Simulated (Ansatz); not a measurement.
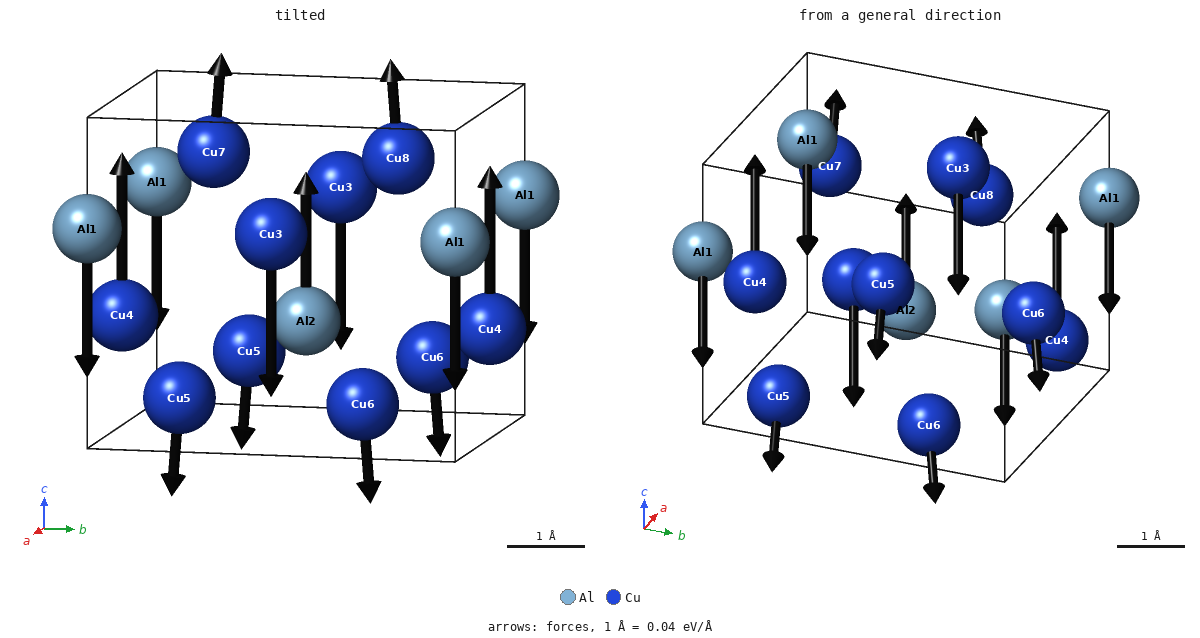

The figure gives a spheres-only picture of the atoms, viewed slightly off an axis and from a general direction. The simulation cell is drawn as a box. The arrows are the computed forces on the atoms.

System: AlCu3. The numbers come from Ansatz, DFT PBEsol, scalar-relativistic, plane waves, PAW, using E_cut = 420 eV, the zone sampled with 10×8×10 points, Gaussian smearing of 0.15 eV, no spin polarisation.

> Is this an equilibrium geometry?

No. The atoms still feel forces of up to about 0.069 eV/Å, above a usual threshold of 0.01 to 0.03 eV/Å.

> On average, how strongly is each element pushed?

Mean magnitudes: about Al 0.062 eV/Å, Cu 0.046 eV/Å.

The model was built from a structure listed in the Materials Project. The cell was then strained or its atoms displaced on purpose. It went into a calculation with Ansatz.
